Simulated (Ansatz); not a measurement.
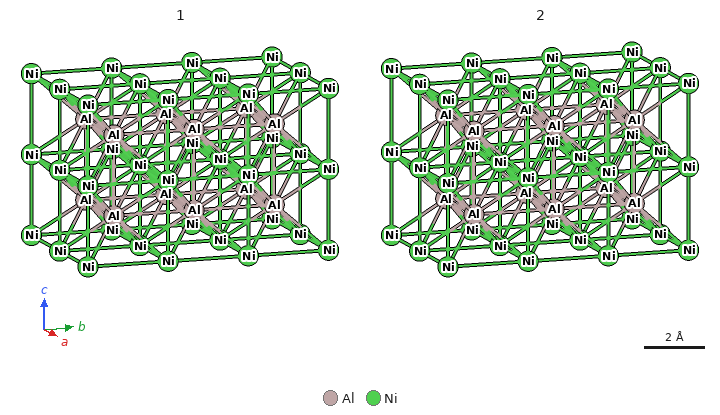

Two geometries of crystalline AlNi (set up in Pm-3m): one is the relaxed structure, the other was perturbed away from it. The picture is a ball-and-stick view of the cell of the calculation, repeated 2 × 3 × 2 with one cell outlined, seen slightly off an axis.

Computed with DFT PBEsol, scalar-relativistic, plane waves, PAW (Ansatz 0.2.0). (plane-wave cutoff 420 eV; k-point mesh 18 × 18 × 18; occupations gaussian; smearing width 0.1 eV; no spin polarisation)

Which is the distorted one, and what does the distortion cost?

Structure 1 is the perturbed one. Strain along c alone, −3.0 %, is applied. Symmetry leaves the atoms no freedom, so this is a single point. It costs 7.9 meV per atom. Pressure: 0.0 GPa before, 5.7 GPa after. The principal stresses (compression positive) are 7.7 GPa along c and 4.7 GPa across it. All forces vanish by symmetry. Some distances before and after: Al–Al 2.862 → 2.776 to 2.862 Å, Ni–Ni 2.862 → 2.776 to 2.862 Å, Al–Ni 2.479 → 2.454 Å. The space group (tolerance 0.01 Å) goes from Pm-3m (No. 221) to P4/mmm (No. 123).
